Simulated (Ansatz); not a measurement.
## Geometry relaxation of Ga$_{2}$O$_{3}$ (part 2 of 3)

Ga$_{2}$O$_{3}$ (C2/m, 10 atoms in the cell); DFT PBE, scalar-relativistic, plane waves, PAW, no spin polarisation (Ansatz 0.2.0); cutoff 420 eV, 8×2×11 k-mesh, Gaussian smearing of 0.02 eV. The structure derives from a Materials Project entry. It belongs to a series of runs on one base structure; here: film's bulk on the substrate's plane, third vector and atoms relaxed.

Geometry of the input (Å; fractional positions):
```
3.2382  0.0000  0.0000
0.0000  14.4816  0.0000
-1.6191  5.5661  2.3524
Ga 0.0273  0.3142  0.0546
Ga 0.9727  0.6858  0.9454
Ga 0.1153  0.7947  0.2307
Ga 0.8847  0.2053  0.7693
O  0.2473  0.2567  0.4946
O  0.7527  0.7433  0.5054
O  0.2620  0.5643  0.5239
O  0.7380  0.4357  0.4761
O  0.2727  0.8908  0.5454
O  0.7273  0.1092  0.4546
```

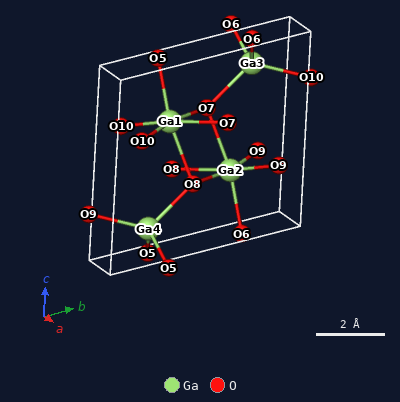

*The geometry at step 2 of the log (ball-and-stick view of the reduced cell, seen slightly off an axis; bonded neighbours outside the cell are drawn too; atoms are numbered from 1 in the order of the input).*

### The program's output, continued
```
SCF iter   1: F=—  HF=-18539.909310 eV  |F-HF|=—  |Δ(HF+E_count)|=         —  Δρ=9.05e-4  dr2=2.65e-4  ethr=3.01e-7  ⟨swp⟩=3.1  Hψ=17984  notcnv=0
preconditioner: auto → Resta (q_TF=auto, 2.625 Å⁻¹)  ε∞=4.7  [insulator: Δε(μ)=1.857 eV  Ē_g=17.238 eV  σ=0.020 eV  W_gap=1.00  n_scr=36 (ndim 8)  ℏωp=33.1 eV  f_vac=0.020  D(μ)=0.00/eV (n_scr^D=0)  ε∞_Penn≈4.7]
SCF iter   2: F=—  HF=-18539.909249 eV  |F-HF|=—  |Δ(HF+E_count)|=   6.11e-5  Δρ=4.46e-4  dr2=6.64e-5  ethr=3.01e-7  ⟨swp⟩=2.0  Hψ=6660  notcnv=0
SCF iter   3: F=—  HF=-18539.909287 eV  |F-HF|=—  |Δ(HF+E_count)|=   3.76e-5  Δρ=4.73e-5  dr2=2.45e-6  ethr=7.55e-8  ⟨swp⟩=2.7  Hψ=9256  notcnv=0
SCF iter   4: F=—  HF=-18539.909287 eV  |F-HF|=—  |Δ(HF+E_count)|=   5.94e-7  Δρ=3.71e-5  dr2=1.52e-6  ethr=2.79e-9  ⟨swp⟩=2.0  Hψ=8553  notcnv=0
SCF iter   5: F=-18539.909287 eV  HF=-18539.909287 eV  |F-HF|=7.67e-9  |Δ(HF+E_count)|=   4.31e-7  Δρ=6.23e-6  dr2=5.00e-8  ethr=9.92e-11  ⟨swp⟩=4.2  Hψ=22476  notcnv=0
SCF 6 converged in 5 iterations: F = -18539.909287 eV  dr2 = 5.00e-8
relax step   6: F+E_penalty+E_count = -18539.90928704 eV  Δ(F+E_penalty+E_count) = -4.293e-4 eV  max|allowed force component| = 2.840e-3 eV/Å  Δτ_max = 0.0031 Å  P = -2.137 GPa  Ω = 110.908 Å³  energy of the carried Pulay correction = -2.723e-3 eV  fix = [a, b, gamma]  reactions: a -9.534, b +3.143 GPa; gamma -0.001 GPa/rad  (5 SCF iters, dr2 threshold 8.73e-8 eV, accepted)
Initial wavefunctions: pseudopotential atomic-orbital guess (no wavefunctions were taken with the density)
iter 1 solved again at ethr=7.89e-8 eV; its pass at ethr=3.10e-3 eV (dr2=6.94e-5 eV) is discarded
SCF iter   1: F=—  HF=-18539.911409 eV  |F-HF|=—  |Δ(HF+E_count)|=         —  Δρ=4.52e-4  dr2=8.33e-6  ethr=7.89e-8  ⟨swp⟩=3.0  Hψ=31414  notcnv=0
preconditioner: auto → Resta (q_TF=auto, 2.625 Å⁻¹)  ε∞=4.7  [insulator: Δε(μ)=1.858 eV  Ē_g=17.237 eV  σ=0.020 eV  W_gap=1.00  n_scr=36 (ndim 8)  ℏωp=33.1 eV  f_vac=0.020  D(μ)=0.00/eV (n_scr^D=0)  ε∞_Penn≈4.7]
SCF iter   2: F=—  HF=-18539.913092 eV  |F-HF|=—  |Δ(HF+E_count)|=   1.68e-3  Δρ=2.29e-4  dr2=2.24e-6  ethr=9.46e-9  ⟨swp⟩=2.0  Hψ=6290  notcnv=0
SCF iter   3: F=—  HF=-18539.913656 eV  |F-HF|=—  |Δ(HF+E_count)|=   5.64e-4  Δρ=3.38e-5  dr2=2.97e-7  ethr=2.54e-9  ⟨swp⟩=2.0  Hψ=8820  notcnv=0
SCF iter   4: F=—  HF=-18539.913663 eV  |F-HF|=—  |Δ(HF+E_count)|=   7.59e-6  Δρ=3.27e-6  dr2=5.51e-9  ethr=3.37e-10  ⟨swp⟩=2.0  Hψ=8735  notcnv=0
SCF iter   5: F=—  HF=-18539.913663 eV  |F-HF|=—  |Δ(HF+E_count)|=   2.81e-8  Δρ=1.44e-6  dr2=1.68e-9  ethr=6.26e-12  ⟨swp⟩=2.0  Hψ=8315  notcnv=0
SCF iter   6: F=-18539.913663 eV  HF=-18539.913663 eV  |F-HF|=7.64e-11  |Δ(HF+E_count)|=   9.00e-9  Δρ=4.69e-7  dr2=3.77e-10  ethr=1.00e-12  ⟨swp⟩=2.0  Hψ=17663  notcnv=0
SCF 7 converged in 6 iterations: F = -18539.913663 eV  dr2 = 3.77e-10
relax step   7: F+E_penalty+E_count = -18539.91366349 eV  Δ(F+E_penalty+E_count) = -4.376e-3 eV  max|allowed force component| = 2.530e-3 eV/Å  Δτ_max = 0.0000 Å  P = -2.080 GPa  Ω = 110.908 Å³  fix = [a, b, gamma]  reactions: a -9.517, b +3.205 GPa; gamma -0.000 GPa/rad  stress off target by 2.01e-1 GPa on what of the cell is left free  SCF on the basis re-selected at this cell (its energy is not comparable with the rows above)  (6 SCF iters)
basis re-selected at this cell: Δ(F+E_penalty+E_count) = -4.376e-3 eV, ΔP = +0.057 GPa vs the last step (what re-selecting the basis moved, of the pressure what is left beyond the Pulay correction that the steps carried, after the strain that the cell walked since its last selection, with what the two solves' SCF thresholds leave and, on support functions, any second-order correction that the steps lacked; it is no measure of the basis error at this ecutwfc). This SCF's stress stands 2.01e-1 GPa from its target on what of the cell is left free (relax.cell.stress_tol is 1.00e-1 GPa) and its largest allowed force component is 2.53e-3 eV/Å (relax.f_tol is 1.00e-2 eV/Å): not within both, so this SCF does not close the relaxation
Crystal: 10 atoms, lattice volume = 110.917 Å³
Basis set: ecut = 420 eV, 2201 PW (Γ), FFT grids on a1, −a1+a2−2a3, a3, exchange–correlation on 48×80×90 points (8 copies of the dense FFT grid, shifted against one another)
iter 1 solved again at ethr=1.56e-7 eV; its pass at ethr=3.10e-3 eV (dr2=1.38e-4 eV) is discarded
SCF iter   1: F=—  HF=-18539.913744 eV  |F-HF|=—  |Δ(HF+E_count)|=         —  Δρ=6.04e-4  dr2=1.37e-4  ethr=1.56e-7  ⟨swp⟩=2.1  Hψ=19106  notcnv=0
preconditioner: auto → Resta (q_TF=auto, 2.625 Å⁻¹)  ε∞=4.7  [insulator: Δε(μ)=1.863 eV  Ē_g=17.237 eV  σ=0.020 eV  W_gap=1.00  n_scr=36 (ndim 8)  ℏωp=33.1 eV  f_vac=0.019  D(μ)=0.00/eV (n_scr^D=0)  ε∞_Penn≈4.7]
SCF iter   2: F=—  HF=-18539.913714 eV  |F-HF|=—  |Δ(HF+E_count)|=   3.10e-5  Δρ=2.94e-4  dr2=3.33e-5  ethr=1.56e-7  ⟨swp⟩=2.9  Hψ=8226  notcnv=0
SCF iter   3: F=—  HF=-18539.913754 eV  |F-HF|=—  |Δ(HF+E_count)|=   4.06e-5  Δρ=8.47e-5  dr2=6.21e-6  ethr=3.78e-8  ⟨swp⟩=2.0  Hψ=8280  notcnv=0
SCF iter   4: F=—  HF=-18539.913753 eV  |F-HF|=—  |Δ(HF+E_count)|=   6.30e-7  Δρ=2.13e-5  dr2=5.04e-7  ethr=7.06e-9  ⟨swp⟩=2.0  Hψ=6261  notcnv=0
SCF iter   5: F=-18539.913754 eV  HF=-18539.913754 eV  |F-HF|=8.08e-9  |Δ(HF+E_count)|=   2.41e-7  Δρ=5.46e-6  dr2=3.48e-8  ethr=1.15e-10  ⟨swp⟩=5.7  Hψ=20542  notcnv=0
SCF 8 converged in 5 iterations: F = -18539.913754 eV  dr2 = 3.48e-8
relax step   8: F+E_penalty+E_count = -18539.91375373 eV  Δ(F+E_penalty+E_count) = -9.023e-5 eV  max|allowed force component| = 1.659e-3 eV/Å  Δτ_max = 0.0026 Å  P = -2.096 GPa  Ω = 110.917 Å³  energy of the carried Pulay correction = -5.603e-5 eV  fix = [a, b, gamma]  reactions: a -9.451, b +3.170 GPa; gamma +0.000 GPa/rad  (5 SCF iters, dr2 threshold 1.01e-7 eV, accepted)
iter 1 solved again at ethr=5.55e-8 eV; its pass at ethr=3.10e-3 eV (dr2=4.89e-5 eV) is discarded
SCF iter   1: F=—  HF=-18539.913753 eV  |F-HF|=—  |Δ(HF+E_count)|=         —  Δρ=7.05e-5  dr2=1.62e-7  ethr=5.55e-8  ⟨swp⟩=3.0  Hψ=31512  notcnv=0
SCF iter   2: F=—  HF=-18539.913846 eV  |F-HF|=—  |Δ(HF+E_count)|=   9.27e-5  Δρ=3.57e-5  dr2=4.42e-8  ethr=1.84e-10  ⟨swp⟩=2.0  Hψ=8820  notcnv=0
SCF iter   3: F=—  HF=-18539.913863 eV  |F-HF|=—  |Δ(HF+E_count)|=   1.66e-5  Δρ=3.73e-6  dr2=9.05e-9  ethr=5.02e-11  ⟨swp⟩=2.0  Hψ=7847  notcnv=0
SCF iter   4: F=—  HF=-18539.913863 eV  |F-HF|=—  |Δ(HF+E_count)|=   5.12e-8  Δρ=1.09e-6  dr2=6.37e-10  ethr=1.03e-11  ⟨swp⟩=2.0  Hψ=7391  notcnv=0
SCF iter   5: F=-18539.913863 eV  HF=-18539.913863 eV  |F-HF|=4.91e-10  |Δ(HF+E_count)|=   9.02e-9  Δρ=3.74e-7  dr2=1.16e-10  ethr=1.00e-12  ⟨swp⟩=4.1  Hψ=15402  notcnv=0
SCF 9 converged in 5 iterations: F = -18539.913863 eV  dr2 = 1.16e-10
relax step   9: F+E_penalty+E_count = -18539.91386277 eV  Δ(F+E_penalty+E_count) = -1.090e-4 eV  max|allowed force component| = 1.619e-3 eV/Å  Δτ_max = 0.0000 Å  P = -2.096 GPa  Ω = 110.917 Å³  fix = [a, b, gamma]  reactions: a -9.451, b +3.170 GPa; gamma -0.000 GPa/rad  stress off target by 2.01e-2 GPa on what of the cell is left free  SCF on the basis re-selected at this cell (its energy is not comparable with the rows above)  (5 SCF iters)
basis re-selected at this cell: Δ(F+E_penalty+E_count) = -1.090e-4 eV, ΔP = +0.000 GPa vs the last step (what re-selecting the basis moved, of the pressure what is left beyond the Pulay correction that the steps carried, after the strain that the cell walked since its last selection, with what the two solves' SCF thresholds leave and, on support functions, any second-order correction that the steps lacked; it is no measure of the basis error at this ecutwfc). This SCF's stress stands 2.01e-2 GPa from its target on what of the cell is left free (relax.cell.stress_tol is 1.00e-1 GPa) and its largest allowed force component is 1.62e-3 eV/Å (relax.f_tol is 1.00e-2 eV/Å): within both
SCF converged after 5 iterations
Free energy (F): -18539.913863 eV
Harris-Foulkes:  -18539.913863 eV  (|F-HF|=4.91e-10)
Internal energy: -18539.913863 eV  (E = F + TS)
E sigma→0 (E₀):  -18539.913863 eV
Fermi energy:    8.393282 eV
--- Per-component energies (eV) ---
  E_band       = -157.917363
  E_kinetic    = 1511.880735
  E_local      = -9274.384148  (includes V_loc(G=0)·N_el)
  E_nonlocal   = 2019.548562
  E_hartree    = 4147.240264
  E_xc         = -709.872228
  E_vxc        = -786.659567  (∫ρ·V_xc dr)
  E_paw        = -8941.505946  (= ΣΔE_a)
  E_vpaw       = -1922.797963  (= ΣTr[D̂ρ^β])
  E_aug_tail   = 0.014491  (compensation charges beyond the density's cutoff)
  E_ewald      = -7292.835594
  E_smearing   = -0.000000  (= −TS)
  E_closure    = 0.000000  (closes the sum)
  Σ components = -18539.913863   (vs F -18539.913863, Δ=0.00e0)
--- Forces (eV/Å), atoms counted from 1 ---
  atom   1  Ga     0.00002012     0.00074451     0.00038927
  atom   2  Ga    -0.00002012    -0.00074451    -0.00038927
  atom   3  Ga    -0.00000426     0.00021855     0.00126622
  atom   4  Ga     0.00000426    -0.00021855    -0.00126622
  atom   5  O     -0.00000039     0.00069200     0.00161862
  atom   6  O      0.00000039    -0.00069200    -0.00161862
  atom   7  O      0.00001405     0.00048148    -0.00097873
  atom   8  O     -0.00001405    -0.00048148     0.00097873
  atom   9  O      0.00000185     0.00022197    -0.00038948
  atom  10  O     -0.00000185    -0.00022197     0.00038948
  max |Σ_I F_I| component: 0.00e0 eV/Å
--- Stress (GPa, compression-positive) ---
       -9.450669       0.000078       0.000107
        0.000078       3.168579      -0.066329
        0.000107      -0.066329      -0.005717
  P = ⅓ Tr σ = -2.0959 GPa (-20.959 kbar)
--- Band table (eV; the first three rows and the last of 90) ---
  k-point 0: bands = ["-11.1092", "-10.1229", "-10.0110", "-9.8393", "-9.4521", "-9.4486", "-5.5570", "-5.5551", "-5.5546", "-5.4997", "-5.4242", "-5.4100", "-5.4067", "-5.4061", "-5.3541", "-5.2491", "-5.2325", "-5.2166", "-5.2145", "-5.1870", "-5.1791", "-5.1378", "-5.1014", "-4.9858", "-4.8386", "-4.7563", "0.8408", "1.8485", "2.8464", "3.5307", "4.1103", "4.4196", "4.7248", "5.1645", "5.3960", "5.5931", "5.9314", "5.9805", "6.2928", "6.5683", "6.7245", "6.9334", "7.1277", "7.4618", "9.3248", "12.8031", "13.4510", "13.4705", "14.6048", "15.5371", "16.2182", "16.4806", "18.1154", "18.5802"]
  k-point 1: bands = ["-11.0254", "-10.2462", "-10.0685", "-9.7591", "-9.4910", "-9.4147", "-5.5597", "-5.5529", "-5.5475", "-5.4995", "-5.4494", "-5.4220", "-5.4094", "-5.3966", "-5.3515", "-5.2633", "-5.2258", "-5.2238", "-5.2231", "-5.1877", "-5.1843", "-5.1347", "-5.0878", "-5.0081", "-4.9533", "-4.5569", "0.9130", "1.9676", "2.7167", "3.7439", "4.2551", "4.3297", "4.9664", "5.1312", "5.1730", "5.5251", "5.7950", "5.9829", "6.0584", "6.5828", "6.6557", "6.7324", "6.9313", "7.3455", "10.1013", "12.9029", "13.2388", "13.4465", "14.5777", "15.3612", "16.1076", "16.8076", "18.5166", "18.8691"]
  k-point 2: bands = ["-10.8279", "-10.4504", "-10.1112", "-9.7045", "-9.5622", "-9.3934", "-5.5633", "-5.5551", "-5.5328", "-5.5073", "-5.4831", "-5.4553", "-5.4105", "-5.3764", "-5.3595", "-5.2743", "-5.2427", "-5.2404", "-5.2354", "-5.2228", "-5.1813", "-5.1600", "-5.1310", "-4.9912", "-4.8479", "-4.4259", "1.2643", "2.2032", "2.5550", "3.9067", "4.2653", "4.3608", "4.7260", "4.9331", "5.1039", "5.3564", "5.6513", "5.7485", "6.1923", "6.2982", "6.7161", "6.7291", "6.7361", "7.3226", "11.3664", "12.3217", "13.1712", "13.4697", "14.4619", "15.0716", "16.4456", "16.8911", "18.8818", "19.2401"]
  k-point 89: bands = ["-10.1671", "-10.0053", "-9.8827", "-9.7917", "-9.4745", "-9.4612", "-5.4755", "-5.4617", "-5.4468", "-5.4291", "-5.3717", "-5.3446", "-5.3438", "-5.3258", "-5.3221", "-5.2979", "-5.2246", "-5.2157", "-5.2100", "-5.1693", "-5.1497", "-5.1152", "-4.8873", "-4.7674", "-4.5580", "-4.5231", "0.8140", "1.0338", "1.4108", "1.9866", "2.7909", "3.5699", "3.9926", "4.2371", "4.4317", "4.8404", "5.4333", "5.6449", "6.1312", "6.2885", "6.6042", "6.7372", "7.0345", "7.2382", "12.9757", "13.6480", "14.1526", "14.3431", "15.4598", "15.9464", "16.9637", "17.0876", "17.8011", "18.3107"]
--- Relaxed structure (7 steps of the walk, 7 accepted, 2 SCFs on fresh bases) ---
  F+E_penalty+E_count = -18539.91386277 eV   max|allowed force component| = 1.619e-3 eV/Å   (the final SCF, on the basis selected at the relaxed cell)
  cell:  # Å, volume = 110.9169 Å³
    - [3.2381523569992834, 1.699617030114598e-8, 2.1542760322075033e-6]
    - [7.600977427289679e-8, 14.4797673088337, -0.22849059725111148]
    - [-1.61907458428683, 5.5282521497184405, 2.278349071369884]
  atoms:
    - { symbol: Ga, position: [0.029084509215815103, 0.31159650300859004, 0.058171682501265365] }
    - { symbol: Ga, position: [0.970915490784185, 0.6884034969914101, 0.9418283174987347] }
    - { symbol: Ga, position: [0.11248796990442503, 0.7987076329459253, 0.22497592750754036] }
    - { symbol: Ga, position: [0.887512030095575, 0.20129236705407472, 0.7750240724924595] }
    - { symbol: O, position: [0.25286591560645877, 0.2535962526972203, 0.505731618669248] }
    - { symbol: O, position: [0.7471340843935413, 0.74640374730278, 0.4942683813307521] }
    - { symbol: O, position: [0.2632400456672495, 0.5639751305030629, 0.5264793698133494] }
    - { symbol: O, position: [0.7367599543327503, 0.43602486949693753, 0.47352063018665064] }
    - { symbol: O, position: [0.2751339615575849, 0.8875549866769524, 0.5502669445102596] }
    - { symbol: O, position: [0.7248660384424152, 0.11244501332304771, 0.4497330554897405] }
```

### Trajectory as extended XYZ (Å, eV, eV/Å), 9 frames, from step=1 to step=9
```
10
Lattice="3.2382 0.0000 0.0000 0.0000 14.4816 0.0000 -1.6191 5.5661 2.3524" Properties=species:S:1:pos:R:3:forces:R:3 step=1 energy=-18539.83099 pressure_GPa=-1.36
Ga    0.0000    4.8539    0.1285    0.0000  -0.2293   0.2799
Ga    1.6191   15.1937    2.2239    0.0000   0.2293  -0.2799
Ga    0.0000   12.7930    0.5427    0.0000   0.9112   0.0151
Ga    1.6191    7.2547    1.8097    0.0000  -0.9112  -0.0151
O     0.0000    6.4701    1.1634    0.0000   0.3928   0.3009
O     1.6191   13.5776    1.1890    0.0000  -0.3928  -0.3009
O     0.0000   11.0887    1.2325    0.0000  -0.4702   0.1370
O     1.6191    8.9589    1.1199    0.0000   0.4702  -0.1370
O     0.0000   15.9360    1.2830    0.0000  -0.0991   0.2351
O     1.6191    4.1116    1.0693    0.0000   0.0991  -0.2351
10
Lattice="3.2382 0.0000 -0.0000 0.0000 14.4809 -0.1347 -1.6191 5.5439 2.3123" Properties=species:S:1:pos:R:3:forces:R:3 step=2 energy=-18539.88596 pressure_GPa=-2.19
Ga    0.0000    4.8542    0.0905    0.0000  -0.1830   0.0221
Ga    1.6191   15.1706    2.0872    0.0000   0.1830  -0.0221
Ga    0.0000   12.7944    0.4024    0.0000   0.4676   0.1037
Ga    1.6191    7.2305    1.7753    0.0000  -0.4676  -0.1037
O     0.0000    6.4651    1.1365    0.0000   0.2660   0.1456
O     1.6191   13.5597    1.0412    0.0000  -0.2660  -0.1456
O     0.0000   11.0869    1.1358    0.0000  -0.3224   0.0947
O     1.6191    8.9380    1.0419    0.0000   0.3224  -0.0947
O     0.0000   15.9180    1.1565    0.0000  -0.0748   0.1575
O     1.6191    4.1069    1.0211    0.0000   0.0748  -0.1575
10
Lattice="3.2382 0.0000 -0.0000 0.0000 14.4795 -0.2472 -1.6191 5.5251 2.2681" Properties=species:S:1:pos:R:3:forces:R:3 step=3 energy=-18539.90648 pressure_GPa=-2.11
Ga    0.0000    4.8496    0.0551    0.0000  -0.1056  -0.0886
Ga    1.6191   15.1549    1.9658    0.0000   0.1056   0.0886
Ga    0.0000   12.7944    0.2992    0.0000   0.0784   0.0523
Ga    1.6191    7.2101    1.7217    0.0000  -0.0784  -0.0523
O     0.0000    6.4718    1.0900    0.0000   0.0690   0.0773
O     1.6191   13.5327    0.9309    0.0000  -0.0690  -0.0773
O     0.0000   11.0758    1.0587    0.0000  -0.0624  -0.0207
O     1.6191    8.9288    0.9622    0.0000   0.0624   0.0207
O     0.0000   15.8969    1.0405    0.0000  -0.0112  -0.0251
O     1.6191    4.1077    0.9804    0.0000   0.0112   0.0251
10
Lattice="3.2382 0.0000 -0.0000 0.0000 14.4798 -0.2250 -1.6191 5.5288 2.2774" Properties=species:S:1:pos:R:3:forces:R:3 step=4 energy=-18539.90949 pressure_GPa=-2.05
Ga    0.0000    4.8306    0.0620    0.0000   0.0160   0.0251
Ga    1.6191   15.1781    1.9904    0.0000  -0.0160  -0.0251
Ga    0.0000   12.8092    0.3339    0.0000   0.0195  -0.0020
Ga    1.6191    7.1995    1.7184    0.0000  -0.0195   0.0020
O     0.0000    6.4658    1.0945    0.0000   0.0028   0.0039
O     1.6191   13.5428    0.9578    0.0000  -0.0028  -0.0039
O     0.0000   11.0784    1.0731    0.0000  -0.0246   0.0087
O     1.6191    8.9303    0.9793    0.0000   0.0246  -0.0087
O     0.0000   15.8986    1.0543    0.0000  -0.0128   0.0019
O     1.6191    4.1101    0.9980    0.0000   0.0128  -0.0019
10
Lattice="3.2382 0.0000 -0.0000 0.0000 14.4800 -0.2106 -1.6191 5.5313 2.2859" Properties=species:S:1:pos:R:3:forces:R:3 step=5 energy=-18539.90886 pressure_GPa=-2.16
Ga    0.0000    4.8351    0.0690    0.0000  -0.0012  -0.0277
Ga    1.6191   15.1762    2.0063    0.0000   0.0012   0.0277
Ga    0.0000   12.8092    0.3468    0.0000  -0.0039   0.0131
Ga    1.6191    7.2021    1.7286    0.0000   0.0039  -0.0131
O     0.0000    6.4708    1.1022    0.0000  -0.0060  -0.0026
O     1.6191   13.5405    0.9732    0.0000   0.0060   0.0026
O     0.0000   11.0753    1.0828    0.0000   0.0374  -0.0014
O     1.6191    8.9360    0.9925    0.0000  -0.0374   0.0014
O     0.0000   15.8926    1.0693    0.0000   0.0103  -0.0053
O     1.6191    4.1187    1.0060    0.0000  -0.0103   0.0053
10
Lattice="3.2382 0.0000 -0.0000 0.0000 14.4800 -0.2105 -1.6191 5.5313 2.2849" Properties=species:S:1:pos:R:3:forces:R:3 step=6 energy=-18539.90929 pressure_GPa=-2.14
Ga    0.0000    4.8334    0.0669    0.0000  -0.0023   0.0028
Ga    1.6191   15.1780    2.0075    0.0000   0.0023  -0.0028
Ga    0.0000   12.8118    0.3475    0.0000  -0.0014  -0.0028
Ga    1.6191    7.1995    1.7269    0.0000   0.0014   0.0028
O     0.0000    6.4681    1.1013    0.0000   0.0004  -0.0012
O     1.6191   13.5432    0.9731    0.0000  -0.0004   0.0012
O     0.0000   11.0782    1.0834    0.0000   0.0008   0.0003
O     1.6191    8.9331    0.9910    0.0000  -0.0008  -0.0003
O     0.0000   15.8954    1.0696    0.0000  -0.0018  -0.0018
O     1.6191    4.1160    1.0048    0.0000   0.0018   0.0018
10
Lattice="3.2382 0.0000 -0.0000 0.0000 14.4800 -0.2105 -1.6191 5.5313 2.2849" Properties=species:S:1:pos:R:3:forces:R:3 step=7 energy=-18539.91366 pressure_GPa=-2.08
Ga    0.0000    4.8334    0.0669    0.0000  -0.0020   0.0025
Ga    1.6191   15.1780    2.0075    0.0000   0.0020  -0.0025
Ga    0.0000   12.8118    0.3475    0.0000  -0.0003  -0.0024
Ga    1.6191    7.1995    1.7269    0.0000   0.0003   0.0024
O     0.0000    6.4681    1.1013    0.0000   0.0002  -0.0016
O     1.6191   13.5432    0.9731    0.0000  -0.0002   0.0016
O     0.0000   11.0782    1.0834    0.0000  -0.0004   0.0005
O     1.6191    8.9331    0.9910    0.0000   0.0004  -0.0005
O     0.0000   15.8954    1.0696    0.0000  -0.0015  -0.0012
O     1.6191    4.1160    1.0048    0.0000   0.0015   0.0012
```
